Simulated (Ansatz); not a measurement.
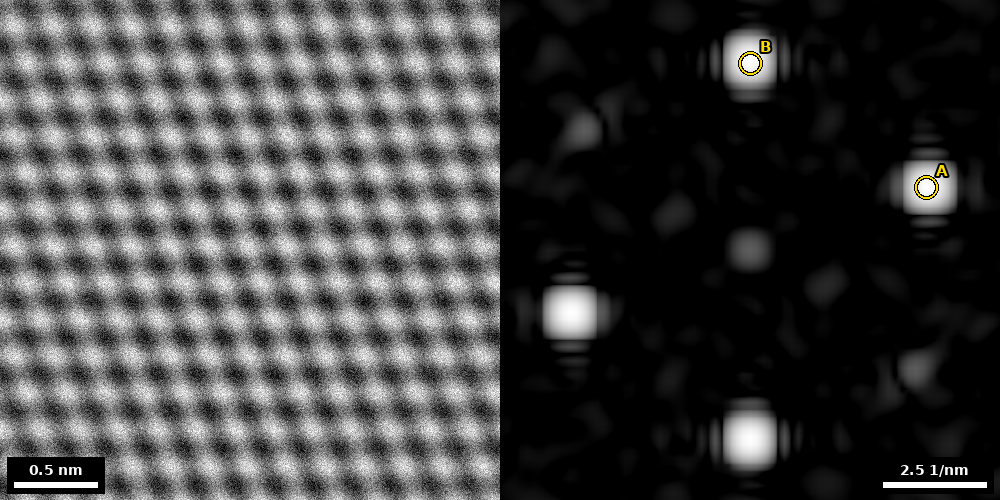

HRTEM-like image of Ru (Fm-3m, No. 225) along [110]. Simulated in the weak-phase-object approximation with neutral-atom potentials: 200 kV, Cs = 0.60 mm, defocus −465 Å (negative is underfocus), defocus spread 40 Å, aperture 0.49 1/Å. Shot noise was added. Structure: the input geometry of an electronic-structure calculation (not necessarily at equilibrium); the starting structure was generated, so it need not be a known form of this composition.

The right panel is the modulus of the image's Fourier transform on a logarithmic scale.

a = 3.811 Å, b = 3.811 Å, c = 3.811 Å, α = 90.00°, β = 90.00°, γ = 90.00°

Index the marked spots and give their plane spacings (the zone axis points at the viewer; indices equivalent by symmetry, or all signs reversed, are as good).

Answer. A: (1 -1 1), d = 2.20 Å; B: (1 -1 -1), d = 2.20 Å. A and B enclose 71°, and every spot obeys the zone law hu + kv + lw = 0 for [110].
